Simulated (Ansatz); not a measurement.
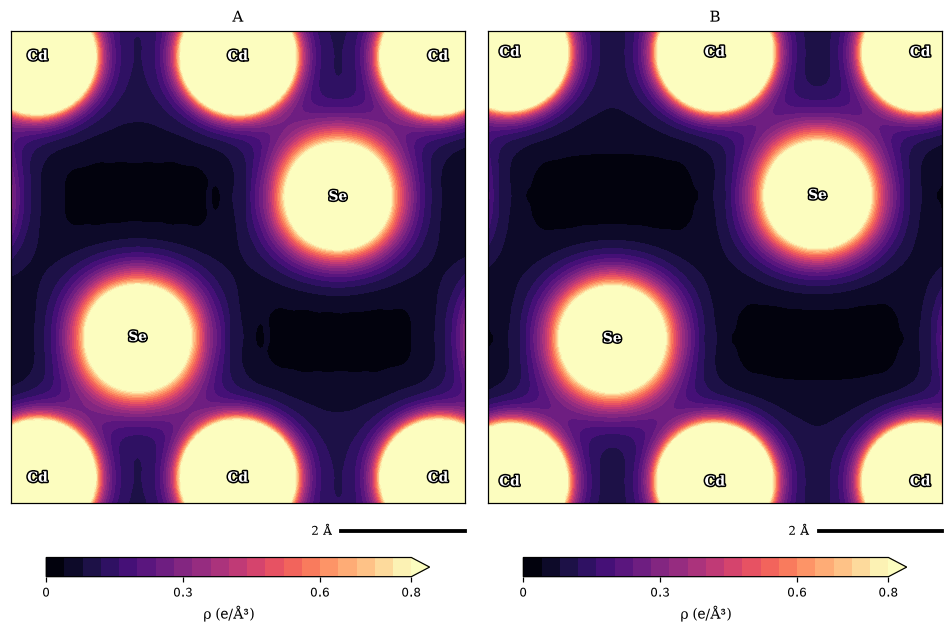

CdSe. The valence pseudo-density of two cells that differ in size and shape, on the (110) plane of each (indices in the axes of the calculation cell), at one length scale and on one colour scale; one has 21.9 and the other 23.3 Å³ an atom.

These are results of DFT, LDA, plane waves, PAW (Ansatz 0.2.0), not measurements.

In a PAW calculation such maps are meaningful between the atoms, not at the nuclei.

> Which is the denser cell? Describe the effect of the change.

Panel A is the smaller cell, by 6 % in volume. From the larger cell to the smaller, Cd–Se goes from 2.86 to 2.80 Å, and the density at its midpoint from 0.25 to 0.28 e/Å³; the pressure goes from −4.2 to 0.0 GPa.
